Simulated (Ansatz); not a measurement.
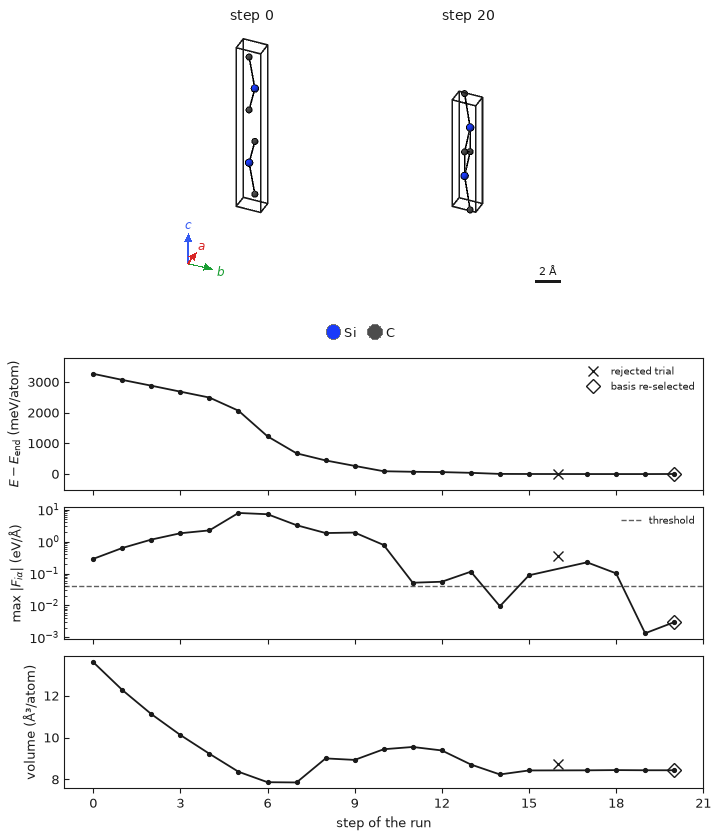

First and last geometry of a relaxation of a crystal of SiC2 (a generated structure, set up in P6_3/mmc) (coarse preliminary run), with the history of the run. Style: ball-and-stick. Shown: the cell of the calculation, from a free direction.

The calculation used DFT PBE, scalar-relativistic, plane waves, PAW (Ansatz).

Input
```yaml
crystal:
  lattice:
    - [2.66343029, 0.0, 0.0]
    - [-1.33171514, 2.30659829, 0.0]
    - [0.0, 0.0, 13.29031146]
  atoms:
    - { symbol: Si, position: [0.33333333, 0.66666667, 0.75] }
    - { symbol: Si, position: [0.66666667, 0.33333333, 0.25] }
    - { symbol: C, position: [0.33333333, 0.66666667, 0.08333333] }
    - { symbol: C, position: [0.33333333, 0.66666667, 0.41666667] }
    - { symbol: C, position: [0.66666667, 0.33333333, 0.58333333] }
    - { symbol: C, position: [0.66666667, 0.33333333, 0.91666667] }
basis:
  ecutwfc: 420
kpoints:
  mp_grid: { grid: [6, 6, 2] }
hamiltonian:
  xc: pbe
scf:
  occupations: { method: gaussian, width: 0.1 }
  lower_state_search: "off"
output:
  forces: true
  stress: true
  eigenvalues: true
relax:
  adjacent_minimum: "off"
  f_tol: 0.04
  max_steps: 70
  cell: { stress_tol: 0.4 }
```

Launched with:
```bash
ansatz run input.yaml --threads 1 --pin off --max-ram 2560MiB --backend cpu --events-out ev --progress --plain --runs-dir out
```

What do the curves and the structures tell?

Answer. It converged. Over 18 accepted moves (20 points after the start) the energy falls by 3270 meV per atom. Largest force component: 0.29 eV/Å at the start, 0.003 eV/Å at the end. Pressure: −21.05 GPa at the start and −0.26 GPa at the end. The line search rejected the trial step at point 16 of the run. At 1 point the geometry stayed and the basis and grid were re-selected for the new cell (energy shift of 2.1 meV per atom at most each time). The largest moves relative to the cell, 0.96 Å, are those of C3, C4, C5 and C6. C4 goes along +c. Si stays in place. The volume changes by −38.0 %, with a = b 2.663 → 2.561 Å (−3.9 %), c 13.290 → 8.918 Å (−32.9 %). Near-neighbour distances that change, for instance: Si1–C3 4.430 → 2.017 Å, C3–C6 2.696 → 1.538 Å, Si1–C5 2.696 → 2.855 Å, Si1–Si1 2.663 → 2.561 Å. New bonds form: C3–C6 (2.70 → 1.54 Å), C4–C5 (2.70 → 1.54 Å), Si1–C3 (4.43 → 2.02 Å), Si1–C4 (4.43 → 2.02 Å). The space group stays P6_3/mmc (No. 194).

Limits of the set-up: the k-point mesh is coarse for a cell with partly filled bands.
